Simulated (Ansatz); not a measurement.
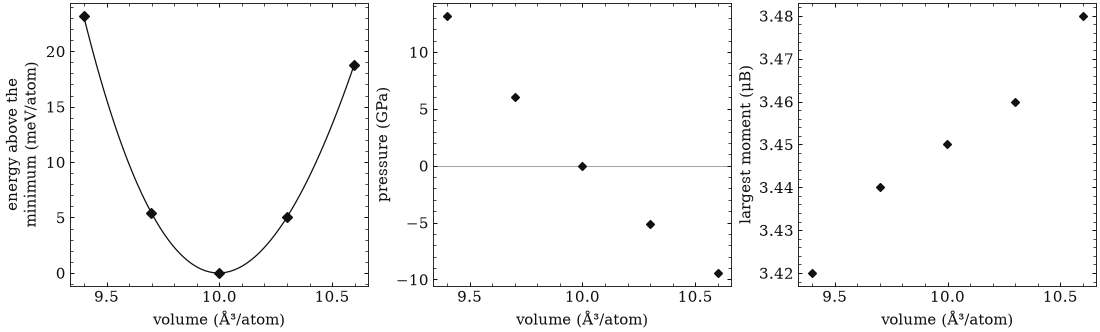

Calculation (Ansatz 0.2.0): third-order Birch-Murnaghan fit to density functional energies at scaled volumes of the given relaxed cell, shape and atoms relaxed at each volume; energies count from the fitted minimum; plane waves with PAW datasets, Γ-centred k mesh. Level: PBE, collinear spin. The state reached is ferromagnetic.

- wave cutoff: 420 eV
- k mesh: 18×18×18
- occupations: Gaussian
- smearing width: 0.1 eV

Cell as given: a = 3.047 Å, b = 3.047 Å, c = 3.047 Å, α = 59.99°, β = 59.99°, γ = 59.99°; 2 atoms.

Figure. Energy above the minimum, pressure and largest moment against volume for FeO, space group Fm-3m (No. 225).

A third-order Birch–Murnaghan fit gives V0 = 10.00 Å³/atom, B0 = 185 GPa and B′ = 4.5. The energy above the minimum is 23.2 meV/atom at volume 9.399 Å³/atom and 18.8 meV/atom at 10.599 Å³/atom; the lowest computed point is at volume 9.999 Å³/atom (0.0 meV/atom). The pressure falls from 13.18 GPa at volume 9.399 Å³/atom to −9.43 GPa at 10.599 Å³/atom, and changes sign near 10.00 Å³/atom. The largest moment rises from 3.42 μB at volume 9.399 Å³/atom to 3.48 μB at 10.599 Å³/atom. The solid is metallic at every point.

Limits of the calculation: another magnetic order may lie lower.
